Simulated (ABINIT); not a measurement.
# A GW chain in ABINIT: NaF (Villiaumite)

Wanted: ground state, empty states, screening and self-energy for NaF (Villiaumite).

Program: ABINIT 10.8.3. Level of theory: PBE and many-body steps on it, plane waves. Results are calculated unless marked as measured.

The database entry behind the starting cell differs from later determinations by our own check (0.1 to 0.3 % short, probably kX units), so it need not match the best structure at ambient conditions.

### 1. The starting structure

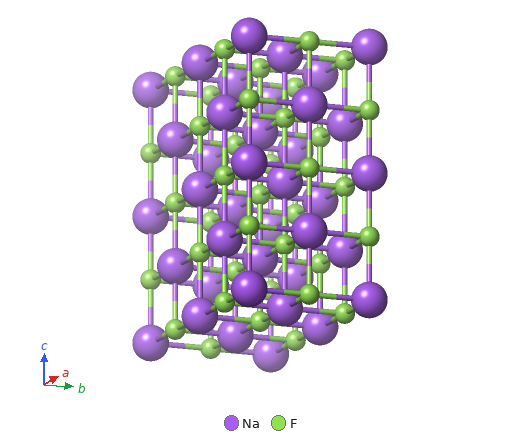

Start, viewed from a free direction; sodium purple, fluorine green. 2×1×2 cells are drawn. This picture shows the conventional cell, with its axes. Some periodic images of atoms are drawn too.

Coordinates:

```cif
data_structure
_symmetry_space_group_name_H-M 'P 1'
_symmetry_Int_Tables_number 1
_cell_length_a 3.2668
_cell_length_b 3.2668
_cell_length_c 3.2668
_cell_angle_alpha 60.000
_cell_angle_beta 60.000
_cell_angle_gamma 60.000
_cell_volume 24.65
loop_
_atom_site_label
_atom_site_type_symbol
_atom_site_fract_x
_atom_site_fract_y
_atom_site_fract_z
_atom_site_occupancy
Na1 Na 0.00000 0.00000 0.00000 1
F2 F 0.50000 0.50000 0.50000 1
```

The cell and positions come from the Crystallography Open Database and are kept as given unless a step says otherwise.

### 2. Ground state

This step: ABINIT 10.8.3; DFT, PBE, plane waves, norm-conserving pseudopotentials.

The ground-state density comes first.

Contents of run.abi:

```
acell 3*1.0 Angstrom
rprim 
  0.000000000000 2.310000000000 2.310000000000
  2.310000000000 0.000000000000 2.310000000000
  2.310000000000 2.310000000000 0.000000000000
ntypat 2
znucl 11 9
natom 2
typat 1 2
xred 
  0.000000000000 0.000000000000 0.000000000000
  0.500000000000 0.500000000000 0.500000000000
pp_dirpath "pseudos"
pseudos "Na.upf, F.upf"
ecut 38
ngkpt 8 8 8
nshiftk 1
shiftk 0 0 0
kptopt 1
chksymbreak 0
nband 13
occopt 1
tolvrs 1e-10
nstep 60
prtwf 0
optforces 0
optstress 0
indata_prefix "in"
outdata_prefix "out"
tmpdata_prefix "tmp"
```

On the command line:

```bash
$ OMP_NUM_THREADS=1 mpirun -n 4 abinit run.abi > log
```

Numbers of over 12 decimals in the logs are rounded to 6 here.

Log:

```text
.Version 10.8.3 of ABINIT. v10.8.2 released Aug 2026.

 Symmetries : space group Fm -3 m (#225); Bravais cF (face-center cubic)
================================================================================
 Values of the parameters that define the memory need of the present run
     intxc =       0    ionmov =       0      iscf =       7    lmnmax =       5
     lnmax =       5     mgfft =      36  mpssoang =       3    mqgrid =    3001
     natom =       2  nloc_mem =       1    nspden =       1   nspinor =       1
    nsppol =       1      nsym =      48    n1xccc =    2501    ntypat =       2
    occopt =       1   xclevel =       2
-    mband =          13        mffmem =           1         mkmem =           8
       mpw =        1880          nfft =       46656          nkpt =          29
================================================================================
  Rough estimation (10% accuracy) of disk space for files :
================================================================================

--------------------------------------------------------------------------------
------------- Echo of variables that govern the present computation ------------
--------------------------------------------------------------------------------
 -outvars: echo values of preprocessed input variables --------
            acell      1.8897261259E+00  1.8897261259E+00  1.8897261259E+00 Bohr

      chksymbreak           0
             ecut      3.80000000E+01 Hartree
-          fftalg         312

              ixc     -101130
              kpt      0.00000000E+00  0.00000000E+00  0.00000000E+00
                       1.25000000E-01  0.00000000E+00  0.00000000E+00
                       2.50000000E-01  0.00000000E+00  0.00000000E+00
                       3.75000000E-01  0.00000000E+00  0.00000000E+00
                       5.00000000E-01  0.00000000E+00  0.00000000E+00
                       1.25000000E-01  1.25000000E-01  0.00000000E+00
                       2.50000000E-01  1.25000000E-01  0.00000000E+00
                       3.75000000E-01  1.25000000E-01  0.00000000E+00
                       5.00000000E-01  1.25000000E-01  0.00000000E+00
   [... 18 further rows ...]
                      -3.75000000E-01  5.00000000E-01  1.25000000E-01
                      -2.50000000E-01  5.00000000E-01  2.50000000E-01
         kptrlatt        8    0    0      0    8    0      0    0    8
          kptrlen      4.93873623E+01
P           mkmem           8
            natom           2
            nband          13
            ngfft          36      36      36
             nkpt          29
            nstep          60
             nsym          48
           ntypat           2
              occ      2.000000  2.000000  2.000000  2.000000  2.000000  2.000000
                       2.000000  2.000000  0.000000  0.000000  0.000000  0.000000
                       0.000000
        optforces           0
        optstress           0
            prtwf           0
            rprim      0.0000000000E+00  2.3100000000E+00  2.3100000000E+00
[...]
spgroup         225

           tolvrs      1.00000000E-10

             xred      0.0000000000E+00  0.0000000000E+00  0.0000000000E+00
[...]
znucl       11.00000    9.00000

================================================================================

 chkinp: Checking input parameters for consistency.

================================================================================
== DATASET  1 ==================================================================
-   mpi_nproc: 4, omp_nthreads: 1 (-1 if OMP is not activated)

--- !DatasetInfo
iteration_state: {dtset: 1, }
dimensions: {natom: 2, nkpt: 29, mband: 13, nsppol: 1, nspinor: 1, nspden: 1, mpw: 1880, }
cutoff_energies: {ecut:  38.0, pawecutdg:  -1.0, }
electrons: {nelect:   1.60000000E+01, charge:   0.00000000E+00, occopt:   1.00000000E+00, tsmear:   1.00000000E-02, }

 Real(R)+Recip(G) space primitive vectors, cartesian coordinates (Bohr,Bohr^-1):
 R(1)=  0.0000000  4.3652674  4.3652674  G(1)= -0.1145405  0.1145405  0.1145405
 R(2)=  4.3652674  0.0000000  4.3652674  G(2)=  0.1145405 -0.1145405  0.1145405
 R(3)=  4.3652674  4.3652674  0.0000000  G(3)=  0.1145405  0.1145405 -0.1145405
 Unit cell volume ucvol=  1.6636522E+02 bohr^3
 Angles (23,13,12)=  6.00000000E+01  6.00000000E+01  6.00000000E+01 degrees

 getcut: wavevector=  0.0000  0.0000  0.0000  ngfft=  36  36  36
         ecut(hartree)=     38.000   => boxcut(ratio)=   2.10145

--- Pseudopotential description ------------------------------------------------
- Na Generated using ONCVPSP code by D. R. Hamann
- 11.00000   9.00000  171031                  znucl, zion, pspdat
12 -101130 1 -1 1992                          pspcod,pspxc,lmax,lloc,mmax
     nproj     2     2     0
  pspatm : epsatm=    9.36084378
         --- l  ekb(1:nproj) -->
[...]
pspatm: atomic psp has been read  and splines computed

- F Generated using ONCVPSP code by D. R. Hamann
-  9.00000   7.00000  171031                  znucl, zion, pspdat
12 -101130 2 -1 832                           pspcod,pspxc,lmax,lloc,mmax
     nproj     2     2     1
  pspatm : epsatm=    4.87625608
         --- l  ekb(1:nproj) -->
[...]
1   -3.955629   -1.291931
             2   -2.441503
 pspatm: atomic psp has been read  and splines computed

   2.27793598E+02                                ecore*ucvol(ha*bohr**3)
--------------------------------------------------------------------------------

_setup2: Arith. and geom. avg. npw (full set) are    1861.705    1861.686

================================================================================

--- !BeginCycle
iteration_state: {dtset: 1, }
solver: {iscf: 7, nstep: 60, nline: 4, wfoptalg: 0, }
tolerances: {tolvrs: 1.00E-10, }

     iter   Etot(hartree)      deltaE(h)  residm     vres2
 ETOT  1  -70.408066656601    -7.041E+01 6.300E-02 2.786E+02
 ETOT  2  -70.422707022849    -1.464E-02 1.575E-03 2.132E+02
 ETOT  3  -70.480757204434    -5.805E-02 2.641E-03 1.018E+01
 ETOT  4  -70.482977861201    -2.221E-03 2.252E-04 2.827E-02
 ETOT  5  -70.482978541303    -6.801E-07 2.558E-05 4.400E-03
 ETOT  6  -70.482979443633    -9.023E-07 2.926E-05 3.641E-04
 ETOT  7  -70.482979498541    -5.491E-08 2.428E-06 2.384E-05
 ETOT  8  -70.482979502242    -3.700E-09 3.552E-06 1.244E-07
 ETOT  9  -70.482979502256    -1.465E-11 2.568E-07 9.006E-10
 ETOT 10  -70.482979502257    -1.123E-12 4.594E-07 2.958E-11

 At SCF step   10       vres2   =  2.96E-11 < tolvrs=  1.00E-10 =>converged.

--- !ResultsGS
iteration_state: {dtset: 1, }
comment   : Summary of ground state results
lattice_vectors:
- [  0.0000000,   4.3652674,   4.3652674, ]
- [  4.3652674,   0.0000000,   4.3652674, ]
- [  4.3652674,   4.3652674,   0.0000000, ]
lattice_lengths: [   6.17342,    6.17342,    6.17342, ]
lattice_angles: [ 60.000,  60.000,  60.000, ] # degrees, (23, 13, 12)
lattice_volume:   1.6636522E+02
convergence: {deltae: -1.123E-12, res2:  2.958E-11, residm:  4.594E-07, diffor:  0.000E+00, }
etotal    :  -7.04829795E+01
entropy   :   0.00000000E+00
fermie    :  -4.88605676E-02
cartesian_stress_tensor: null
pressure_GPa: null
xred      :
- [  0.0000E+00,   0.0000E+00,   0.0000E+00, Na]
- [  5.0000E-01,   5.0000E-01,   5.0000E-01,  F]
cartesian_forces: null
force_length_stats: {min: null, max: null, mean: null, }

 Integrated electronic density in atomic spheres:
 ------------------------------------------------
 Atom  Sphere_radius  Integrated_density
    1        2.00000          7.97084872
    2        2.00000          7.05564392
================================================================================

 ----iterations are completed or convergence reached----

 Mean square residual over all n,k,spin=   15.498E-10; max=  45.940E-08
 reduced coordinates (array xred) for    2 atoms
       0.000000000000      0.000000000000      0.000000000000
       0.500000000000      0.500000000000      0.500000000000
 rms dE/dt=  0.0000E+00; max dE/dt=  0.0000E+00; dE/dt below (all hartree)
    1       0.000000000000      0.000000000000      0.000000000000
    2       0.000000000000      0.000000000000      0.000000000000

 cartesian coordinates (angstrom) at end:
    1      0.000000     0.000000     0.000000
    2      2.310000     2.310000     2.310000
 length scales=  1.889726125908  1.889726125908  1.889726125908 bohr
              =  1.000000000000  1.000000000000  1.000000000000 angstroms
 prteigrs : about to open file out_EIG
 Fermi (or HOMO) energy (hartree) =  -0.04886   Average Vxc (hartree)=  -0.33630
 Eigenvalues (hartree) for nkpt=  29  k points:
 kpt#   1, nband= 13, wtk=  0.00195, kpt=  0.0000  0.0000  0.0000 (reduced coord)
  -1.77830   -0.75120   -0.74502   -0.74502   -0.74502   -0.04886   -0.04886   -0.04886
   0.18595    0.65511    0.65511    0.65511    0.75878
 prteigrs : prtvol=0 or 1, do not print more k-points.

--- !EnergyTerms
iteration_state     : {dtset: 1, }
comment             : Components of total free energy in Hartree
kinetic             :  4.41522876582249E+01
hartree             :  2.26330635976220E+01
xc                  : -1.24994461213702E+01
Ewald energy        : -4.19984822340426E+01
psp_core            :  1.36923810434905E+00
local_psp           : -6.66884159253213E+01
non_local_psp       : -1.74512245817192E+01
total_energy        : -7.04829795022574E+01
total_energy_eV     : -1.91793957900349E+03
band_energy         : -9.95671373633648E+00

== END DATASET(S) ==============================================================
================================================================================

 -outvars: echo values of variables after computation  --------
           etotal     -7.0482979502E+01
            nband          13
             nkpt          29
          spgroup         225
 [... the other variables as echoed above ...]

 Calculation completed.
```

Elapsed: 7 s, on 4 MPI ranks of Intel Xeon Platinum 8488C (Sapphire Rapids), shared host; peak memory 0.31 GiB; 27 s of CPU time.

Numbers from this step:

```yaml
total_energy: -1917.9396 eV
gap: 6.390 eV
k_of_the_valence_top: 0, 0, 0
k_of_the_conduction_bottom: 0, 0, 0
least_direct_gap: 6.390 eV
```

The gap is direct, at Γ.

[end of part 1 of 3]

[Paths, hosts, dates, memory and timing lines, banners, echoed tables and standing remarks are left out of the program output.]

[Logs are printed without paths, hosts, clocks, repeated set-up lines and the standing remarks that a program may print on its own settings, such as how far it seeks lower states.]

[Runs of the session that timed out or met a known fault of the program may be left out.]

[Hosts, paths, dates, database ids (printed as entryN), source tags and the programs' standing remarks are cut or masked in the printed files.]

[G0W0 gaps are taken among the corrected bands and points alone; a level outside them can change the order at an edge.]

[Where Ansatz stands beside ABINIT at settings called matched, ABINIT's density can come from a denser mesh and the files from another edition; pairs whose starting gaps differed by over 0.03 eV were left out, so agreement reads better than it is.]
